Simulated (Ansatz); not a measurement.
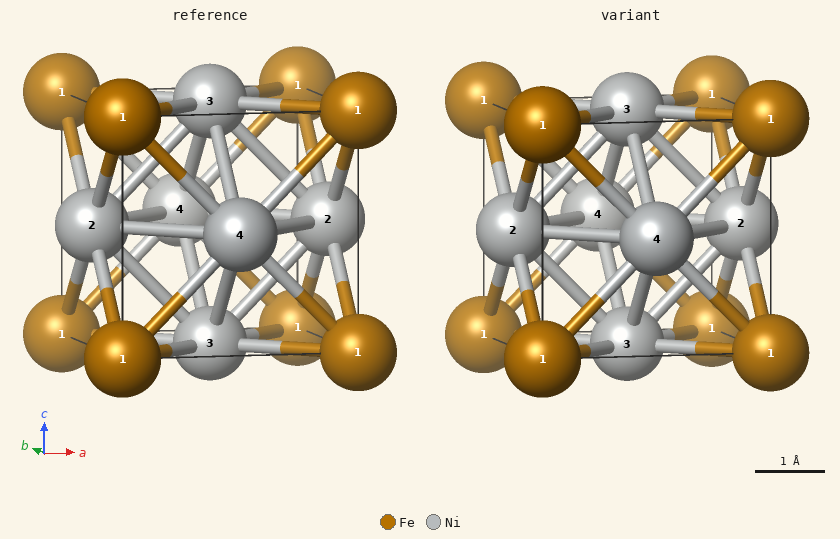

Left: a crystal of FeNi3 (set up in Pm-3m). Right: the same structure after one change, at the same scale. Style: ball-and-stick. Shown: the cell of the calculation, slightly off an axis.

All numbers below come from DFT PBE, scalar-relativistic, plane waves, PAW (Ansatz 0.2.0). Settings: plane-wave cutoff 420 eV; k-point mesh 12 × 12 × 12; occupations gaussian; smearing width 0.1 eV; collinear spin.

The crystal is put under a hydrostatic pressure of 25 GPa. Cell and atoms are relaxed at that pressure.

Question: And its effect?

Answer: Energy change: +74.6 meV per atom. Pressure: 0.0 GPa before, 25.0 GPa after. The absolute magnetisation per cell goes from 5.30 to 5.15 μB (net moment 4.81 and 4.73 μB). Cell: a = b = c 3.544 → 3.428 Å (−3.3 %). Volume −9.5 %. The atoms keep their places relative to the cell (all moves are under 0.005 Å). Near-neighbour distances before and after: Ni–Ni 2.506 → 2.424 Å, Fe–Ni 2.506 → 2.424 Å. The space group stays Pm-3m (No. 221).
